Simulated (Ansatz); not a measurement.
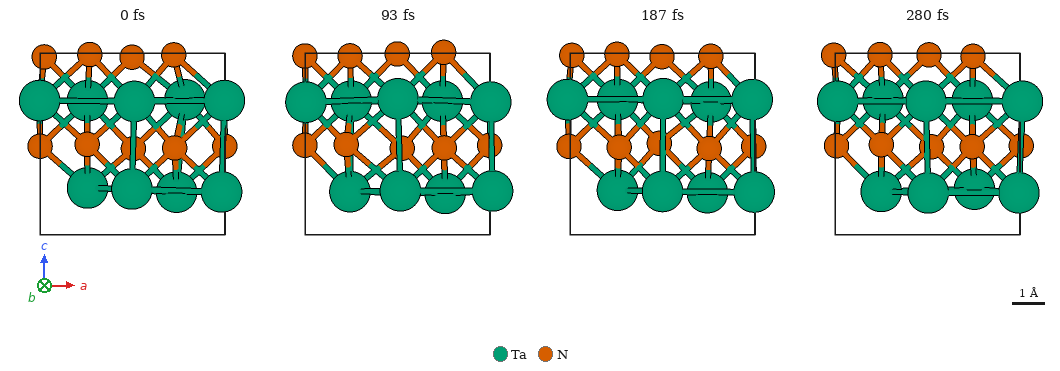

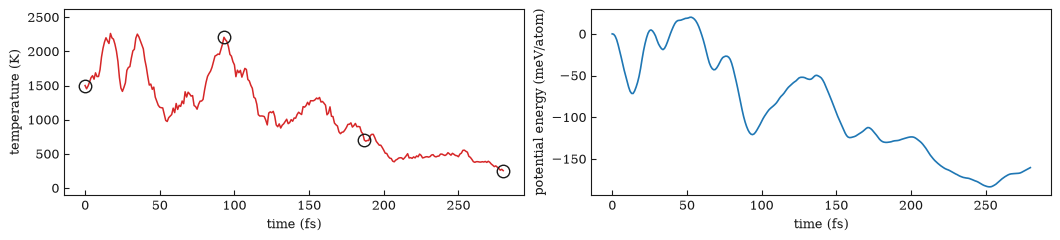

Molecular dynamics of a 16-atom cell of TaN, 280 fs long. It starts from the last geometry of an earlier run, with fresh velocities. Frames and the history of the run. A ball-and-stick model of the simulation cell, seen along the b axis. Bonds to atoms that aren't drawn are left out.

All numbers below come from DFT PBE, scalar-relativistic, plane waves, PAW in Ansatz. Settings: plane-wave cutoff 420 eV; k-point mesh 2 × 2 × 2; Fermi-Dirac smearing 0.17 eV; Langevin thermostat (NVT); set temperature 1600 K, then to 300 K over 210 steps, then to 300 K over 70 steps; time step 1 fs; friction 0.02 per fs.

Q: What do the frames and curves show?

A: Under the programmed temperature the kinetic temperature goes from 1817 K (first eighth) to 406 K (last eighth), with a peak of 2262 K. That is well off the final set point of 300 K. The potential energy in the second half lies on average 142 meV per atom below the first frame. In the second half of the run the atoms are, in the root-mean-square, this far from where they began (common drift taken out): N 0.19 Å, Ta 0.14 Å. That is small against the typical shortest distance between atoms in the first frame, about 2.1 Å: the atoms vibrate about their sites and the arrangement holds.

Cost: 20 min on 1 thread of Arm Neoverse V2, on a shared host, peak memory 0.52 GiB.

PAW datasets: the set soft_1.
